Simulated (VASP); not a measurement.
# LiH: exact exchange and RPA correlation, part 6 of 6

Aim: total energies of LiH from exact exchange and RPA correlation, beside cheaper functionals. The scan starts from a database cell, scaled to the smallest volume of the series. The cell is of the rock-salt type, one of the forms listed for this formula. The start is a cell from a database of measured crystal structures.

VASP 6.6.1, plane waves and PAW; the level of theory is named at each step.

So far. Step 31 (Exact exchange, volume ratio 1.06): The Hartree-Fock energy on these orbitals is -4.6021 eV an atom. Step 32 (Empty bands, volume ratio 1.06): WAVECAR now holds 344 bands for 2 electrons.

The database entry behind the starting cell differs from later determinations by our own check (the deuteride, about 0.2 % short), so it need not match the best structure at ambient conditions.

**33. RPA correlation, volume ratio 1.06**

This step: RPA correlation on PBE orbitals; plane waves and PAW (Li_GW, H_GW) (VASP 6.6.1).

RPA correlation at this point.

File INCAR:

```
SYSTEM = LiH
PREC = Accurate
ENCUT = 410
ISMEAR = 0
SIGMA = 0.05
LREAL = .FALSE.
GGA = PE
NBANDS = 344
ALGO = ACFDT
ENCUTGW = 200
NOMEGA = 12
PRECFOCK = Fast
LWAVE = .FALSE.
LCHARG = .FALSE.
```

File POSCAR:

```
LiH
1.0
    0.0000000000      2.0766964161      2.0766964161
    2.0766964161      0.0000000000      2.0766964161
    2.0766964161      2.0766964161      0.0000000000
Li H
1 1
Direct
    0.0000000000      0.0000000000      0.0000000000
    0.5000000000      0.5000000000      0.5000000000
```

File KPOINTS:

```
Automatic mesh
0
Gamma
4 4 4
0 0 0
```

PAW data sets: Li_GW and H_GW (PBE family, release 64).

Run with:

```bash
> mpirun -np 8 vasp_std
```

Log:

```text
[banner, memory and clock lines left out]
running    8 mpi-ranks, on    1 nodes
[...]
[... a notice as in an earlier step ...]

 LDA part: xc-table for (Slater+PW92), standard interpolation
 found WAVECAR, reading the header
 POSCAR, INCAR and KPOINTS ok, starting setup
[...]
reading WAVECAR
 the WAVECAR file was read successfully
 initial charge from wavefunction
 available memory per node:     32.16 GB, setting MAXMEM to     32934

 The Fermi energy was updated, please check that it is located mid-gap
 values below the HOMO (VB) or above the LUMO (CB) will cause erroneous energies
 E-fermi :  -1.3158

 the WAVEDER file was read successfully
 set NWRITE>2 for more details about minimax calculation
 number of imaginary grid points requested:      12
 number of distinct grids requested:  1
 quadrature errors minimized for energies in [ 0.304E+01, 0.412E+03 ]
 bosonic grid (T=0, re) determined with error: 0.6440E-08
 bosonic grid (re): 0.6440E-08
[...]
NQ=   2    0.2500    0.0000    0.0000,
|.........|.........|.........|.........
 performed        526000 updates of chi_q(r,r)
 total number of BLAS operations         55.76 Gflops
NQ=   3    0.5000    0.0000    0.0000,
|.........|.........|.........|.........
 performed        789000 updates of chi_q(r,r)
 total number of BLAS operations         86.10 Gflops
NQ=   4    0.2500    0.2500    0.0000,
|.........|.........|.........|.........
 performed       1052000 updates of chi_q(r,r)
 total number of BLAS operations        119.03 Gflops
NQ=   5    0.5000    0.2500    0.0000,
|.........|.........|.........|.........
 performed       1315000 updates of chi_q(r,r)
 total number of BLAS operations        145.94 Gflops
NQ=   6   -0.2500    0.2500    0.0000,
|.........|.........|.........|.........
 performed       1578000 updates of chi_q(r,r)
 total number of BLAS operations        174.79 Gflops
NQ=   7    0.5000    0.5000    0.0000,
|.........|.........|.........|.........
 performed       1841000 updates of chi_q(r,r)
 total number of BLAS operations        203.15 Gflops
NQ=   8   -0.2500    0.5000    0.2500,
|.........|.........|.........|.........
 performed       2104000 updates of chi_q(r,r)
 total number of BLAS operations        227.73 Gflops
 entering main loop
```

Elapsed: 4.8 s, on 8 MPI ranks of Intel Xeon 6975P-C (Granite Rapids), shared host; peak memory 1 GiB; 28 s of CPU time.

OUTCAR, selected parts (step 33):

```text
      cutoff energy     smooth cutoff   RPA   correlation   Hartree contr. to MP2
---------------------------------------------------------------------------------
            200.000           160.000       -2.2902647144       -3.2117174797
            190.476           152.381       -2.2812558943       -3.2012459562
            181.406           145.125       -2.2715935556       -3.1899448928
            172.768           138.214       -2.2613547455       -3.1778811339
            164.541           131.632       -2.2504827511       -3.1649980042
            156.705           125.364       -2.2384732628       -3.1506785774
            149.243           119.394       -2.2257093016       -3.1353264088
            142.136           113.709       -2.2124820540       -3.1193007586
  linear regression

[... 2 parts as in an earlier step ...]

[... 2 further parts left out ...]
[key lines of the parts left out:]
E-fermi :  -1.3158
```

Extrapolated by the program to an infinite response cutoff, the correlation energy is -1.2032 eV an atom, +3 meV against the point before. With exact exchange the total is -5.8053 eV an atom.

**34. Comparison: r2SCAN, volume ratio 1.06**

This step: r2SCAN; plane waves and PAW (Li_GW, H_GW) (VASP 6.6.1).

The comparison at this point.

File INCAR:

```
SYSTEM = LiH
PREC = Accurate
ENCUT = 410
EDIFF = 1E-06
NELM = 100
ISMEAR = 0
SIGMA = 0.05
LREAL = .FALSE.
ALGO = Normal
METAGGA = R2SCAN
LASPH = .TRUE.
NBANDS = 7
LWAVE = .FALSE.
LCHARG = .FALSE.
KPAR = 8
```

POSCAR is that of step 33.

KPOINTS is that of step 33.

Run with:

```bash
> mpirun -np 8 vasp_std
```

Log:

```text
[... set-up lines as in an earlier step ...]
 entering main loop
       N       E                     dE             d eps       ncg     rms          rms(c)
DAV:   1    -0.610207746294E+01   -0.61021E+01   -0.14821E+03   133   0.204E+02
DAV:   2    -0.701626559472E+01   -0.91419E+00   -0.91419E+00   147   0.149E+01
DAV:   3    -0.702143837395E+01   -0.51728E-02   -0.51728E-02   147   0.103E+00
DAV:   4    -0.702145599889E+01   -0.17625E-04   -0.17625E-04   154   0.381E-02
[...]
DAV:  11    -0.669280404889E+01    0.12120E-04   -0.13925E-06   119   0.757E-03    0.504E-04
DAV:  12    -0.669280510080E+01   -0.10519E-05   -0.11567E-08    56   0.660E-04    0.299E-04
DAV:  13    -0.669280522642E+01   -0.12562E-06   -0.28005E-09    56   0.297E-04
   1 F= -.66928052E+01 E0= -.66928052E+01  d E =-.313640E-15
```

Run time: 4 s. Hardware: 8 MPI ranks; peak memory 0.86 GiB; 22 s of CPU time.

From OUTCAR (step 34):

```text
  Total       -0.4438136     -0.4438136     -0.4438136     -0.0000000     -0.0000000      0.0000000
  in kB      -39.6974042    -39.6974042    -39.6974042     -0.0000000     -0.0000000      0.0000000
  external PRESSURE =     -39.6974042 kB  Pullay stress =       0.0000000 kB

 POSITION                                       TOTAL-FORCE (eV/Angst)
 -----------------------------------------------------------------------------------
      0.00000      0.00000      0.00000        -0.000000     -0.000000      0.000000
      2.07670      2.07670      2.07670         0.000000      0.000000     -0.000000
 -----------------------------------------------------------------------------------
    total drift:                                0.000000      0.000000      0.000000

  FREE ENERGIE OF THE ION-ELECTRON SYSTEM (eV)
  ---------------------------------------------------
  free  energy   TOTEN  =        -6.6928052264 eV

  energy  without entropy=       -6.6928052264  energy(sigma->0) =       -6.69280523

[... 2 parts as in an earlier step ...]

[... 1 further part left out ...]
[key lines of the parts left out:]
E-fermi :  -2.8454
```

Its energy is -3.3464 eV an atom, on a zero of its own.

**35. Orbitals for comparison: HSE06, volume ratio 1.06**

This step: PBE; plane waves and PAW (Li_GW, H_GW) (VASP 6.6.1).

Starting orbitals, as before.

File INCAR:

```
SYSTEM = LiH
PREC = Accurate
ENCUT = 410
EDIFF = 1E-05
NELM = 100
ISMEAR = 0
SIGMA = 0.05
LREAL = .FALSE.
ALGO = Normal
GGA = PE
NBANDS = 7
LORBIT = 11
LWAVE = .TRUE.
LCHARG = .FALSE.
KPAR = 8
```

POSCAR is that of step 34.

KPOINTS is that of step 34.

Run with:

```bash
> mpirun -np 8 vasp_std
```

Log:

```text
[... set-up lines as in an earlier step ...]
 entering main loop
       N       E                     dE             d eps       ncg     rms          rms(c)
[... 4 cycles as in an earlier step ...]
DAV:   5    -0.629526430854E+01   -0.15513E-06   -0.15513E-06   133   0.250E-03    0.270E+00
DAV:   6    -0.613090600888E+01    0.16436E+00   -0.14611E-01   112   0.120E+00    0.137E+00
DAV:   7    -0.607809914583E+01    0.52807E-01   -0.18553E-01   112   0.156E+00    0.239E-01
DAV:   8    -0.607990450941E+01   -0.18054E-02   -0.34345E-03   112   0.311E-01    0.416E-02
DAV:   9    -0.607985863997E+01    0.45869E-04   -0.12030E-04   112   0.389E-02    0.270E-03
DAV:  10    -0.607985490076E+01    0.37392E-05   -0.66986E-06    91   0.160E-02
   1 F= -.60798549E+01 E0= -.60798549E+01  d E =-.618357E-13
 writing wavefunctions
```

Elapsed: 1 s, on 8 MPI ranks; peak memory 0.86 GiB.

OUTCAR, selected parts (step 35):

```text
  Total       -0.4319911     -0.4319911     -0.4319911     -0.0000000      0.0000000     -0.0000000
  in kB      -38.6399301    -38.6399301    -38.6399301     -0.0000000      0.0000000     -0.0000000
  external PRESSURE =     -38.6399301 kB  Pullay stress =       0.0000000 kB

  FREE ENERGIE OF THE ION-ELECTRON SYSTEM (eV)
  ---------------------------------------------------
  free  energy   TOTEN  =        -6.0798549008 eV

  energy  without entropy=       -6.0798549008  energy(sigma->0) =       -6.07985490

[... 3 parts as in an earlier step ...]

[... 1 further part left out ...]
[key lines of the parts left out:]
E-fermi :  -2.5885
```

The run ends at a pressure of -3.86 GPa.

**36. Comparison: HSE06, volume ratio 1.06**

This step: HSE06; plane waves and PAW (Li_GW, H_GW) (VASP 6.6.1).

The comparison at this point.

File INCAR:

```
SYSTEM = LiH
PREC = Accurate
ENCUT = 410
EDIFF = 1E-06
NELM = 100
ISMEAR = 0
SIGMA = 0.05
LREAL = .FALSE.
ALGO = Normal
LHFCALC = .TRUE.
AEXX = 0.25
GGA = PE
HFSCREEN = 0.2
LASPH = .TRUE.
NBANDS = 7
PRECFOCK = Fast
LWAVE = .FALSE.
LCHARG = .FALSE.
KPAR = 8
```

POSCAR is that of step 35.

KPOINTS is that of step 35.

The run starts from files that an earlier step left in the folder.

Run with:

```bash
> mpirun -np 8 vasp_std
```

Log:

```text
[... set-up lines as in an earlier step ...]
 entering main loop
       N       E                     dE             d eps       ncg     rms          rms(c)
DAV:   1    -0.674429157068E+01   -0.67443E+01   -0.63907E-02   112   0.107E+00    0.854E-02
DAV:   2    -0.674471276207E+01   -0.42119E-03   -0.59560E-04   112   0.128E-01    0.587E-02
DAV:   3    -0.674471237456E+01    0.38751E-06   -0.12664E-05   119   0.192E-02    0.367E-02
DAV:   4    -0.674471273152E+01   -0.35696E-06   -0.78415E-06   112   0.120E-02
   1 F= -.67447127E+01 E0= -.67447127E+01  d E =-.326607E-21
```

Wall time 3.4 s (8 MPI ranks); peak memory 1.6 GiB; 18 s of CPU time.

From OUTCAR (step 36):

```text
 POSITION                                       TOTAL-FORCE (eV/Angst)
 -----------------------------------------------------------------------------------
      0.00000      0.00000      0.00000         0.000000      0.000000      0.000000
      2.07670      2.07670      2.07670         0.000000      0.000000     -0.000000
 -----------------------------------------------------------------------------------
    total drift:                               -0.000005     -0.000005     -0.000005

  FREE ENERGIE OF THE ION-ELECTRON SYSTEM (eV)
  ---------------------------------------------------
  free  energy   TOTEN  =        -6.7447127315 eV

  energy  without entropy=       -6.7447127315  energy(sigma->0) =       -6.74471273

[... 2 parts as in an earlier step ...]

[... 1 further part left out ...]
[key lines of the parts left out:]
E-fermi :  -3.2234
```

Its energy is -3.3724 eV an atom, on a zero of its own.

**37. Summary**

This step: exact exchange and RPA correlation on PBE orbitals, beside r2SCAN, beside HSE06; plane waves and PAW (VASP 6.6.1).

This step runs nothing: it gathers the runs above.

This step gave:

```yaml
equilibrium_volume_exx_rpa: 8.078 Å³/atom
bulk_modulus: 39.00 GPa
```

Table of energy above the lowest point by volume; values in meV/atom:

```
volume (Å³/atom)   PBE    EXX  EXX+RPA  r2SCAN  HSE06
           7.942   0.6   7.14    0.140   0.385      0
           8.196     0   2.82        0       0  0.387
           8.449  1.41  0.705     1.75    1.55   2.75
           8.703  4.01      0     4.62    4.22   6.25
           8.956  7.98  0.684     8.70    8.22   11.1
```

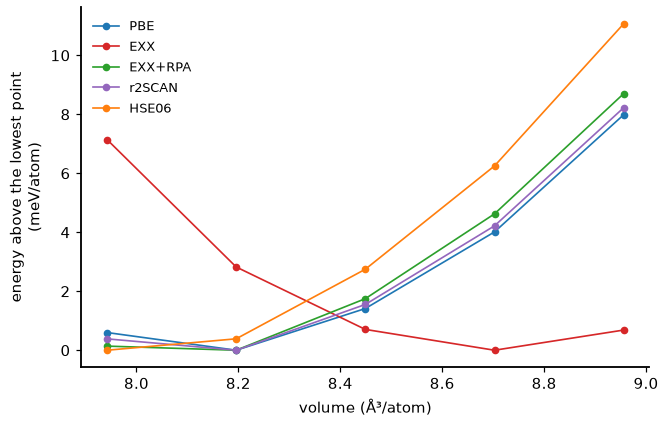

Energy above the lowest point, plotted against volume.

Cost is wall time times ranks on a shared host; the EXX and RPA rows hold the orbitals run too, the hybrid row not its starting run, and runs of a few seconds are mostly start-up. Fits of the equation of state:

```csv
level,V0 (Å³/atom),B0 (GPa),fit error (meV/atom),minimum inside the series,cost a point (core minutes)
PBE,8.136,38.72,0.05126,yes,0.16
EXX,8.689,27.05,0.03636,yes,0.32
EXX+RPA,8.078,39,0.04055,yes,1.11
r2SCAN,8.11,37.63,0.05297,yes,0.5
HSE06,8.011,41.93,0.04982,yes,0.45
```

**38. Summary of results**

```
PBE     : V0 8.136 Å³/atom, B0 38.7 GPa
EXX     : V0 8.689 Å³/atom, B0 27.1 GPa
EXX+RPA : V0 8.078 Å³/atom, B0 39.0 GPa
r2SCAN  : V0 8.110 Å³/atom, B0 37.6 GPa
HSE06   : V0 8.011 Å³/atom, B0 41.9 GPa
```

What this shows: Exact exchange with RPA correlation puts the minimum at 8.078 Å³ an atom, with a bulk modulus of 39.0 GPa. PBE puts the volume 0.72 % above EXX+RPA, at roughly 1/7 of its cost. r2SCAN puts the volume 0.39 % above EXX+RPA, at roughly 1/2 of its cost. HSE06 puts the volume 0.83 % below EXX+RPA, at roughly 1/2 of its cost. Correlation shrinks the exact-exchange volume by 7.0 %. Mesh, ENCUT and response cutoff weren't varied, and the extrapolation in the response cutoff changes with the volume, so small differences in volume between the levels aren't resolved. Exact exchange and correlation are taken on one coarse mesh and aren't self-consistent; the correlation energy is extrapolated in the response cutoff by the program, which at the first volume adds -61 meV an atom to the value at the highest cutoff and varies with the volume; a small fit error says nothing about that part. NBANDS follows the largest plane-wave count of any k point, which rises in steps with the volume. The cheaper functionals share the mesh, and the fits are third-order Birch-Murnaghan curves. The printed pressures lie 1.0 GPa under the slope of the PBE energy curve, so ENCUT isn't converged for this cell and volumes and moduli carry an error from it. Not tabulated here, as repeats of values shown or as unfit to read for their mesh, reference level or band range: eps2 curves (empty bands); eps1 curves and static values (empty bands); gaps (empty bands).

[Lines on the potential files, build, host, timing and source positions are cut from VASP's logs without a mark.]

[Logs are printed without paths, hosts, clocks, repeated set-up lines and the standing remarks that a program may print on its own settings, such as how far it seeks lower states.]

[Hosts, paths, dates, database ids (printed as entryN), source tags and the programs' standing remarks are cut or masked in the printed files.]

[Pressures printed for these runs are not shown converged in the cutoff: they can be off by several GPa and have the wrong sign.]
